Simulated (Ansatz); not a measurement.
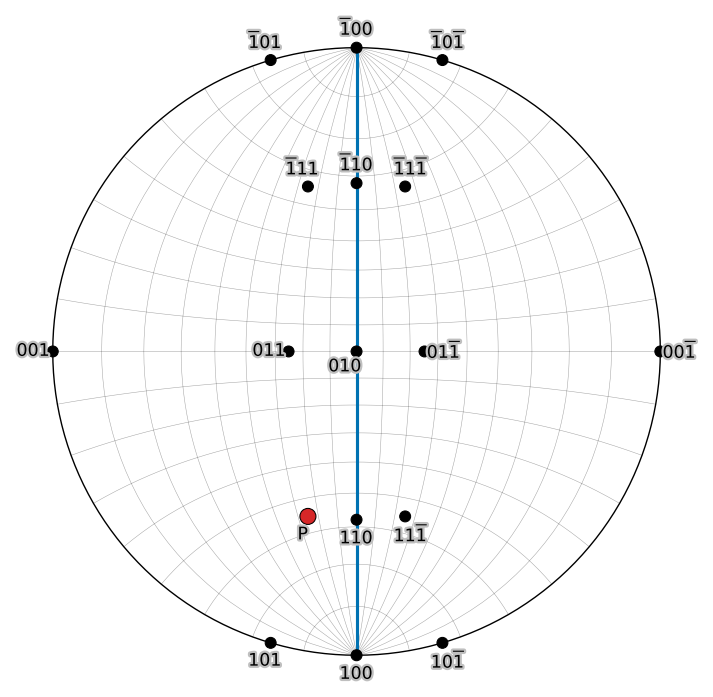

Stereographic projection of plane normals (upper hemisphere) centred on (0 1 0). Crystal: Sr, the end point of a relaxation with DFT r2SCAN, scalar-relativistic, plane waves, PAW in Ansatz 0.2.0; the starting structure was generated, so it need not be a known form of this composition. The drawing is computed from the coordinates (standard cell, symmetry found to 0.002 Å).

a = 4.379 Å, b = 6.999 Å, c = 14.858 Å, α = 90.00°, β = 90.00°, γ = 90.00°.

> Index the pole marked P.

P is (1 1 1), 59.0° from the centre.

> Which zone does the coloured great circle trace?

The zone [0 0 1]: its poles satisfy l = 0.

> What is the angle between the normals of (−1 0 0) and (1 0 −1), and what are their d_hkl = 1/|g|?

163.6°; d = 4.379 Å and 4.201 Å.
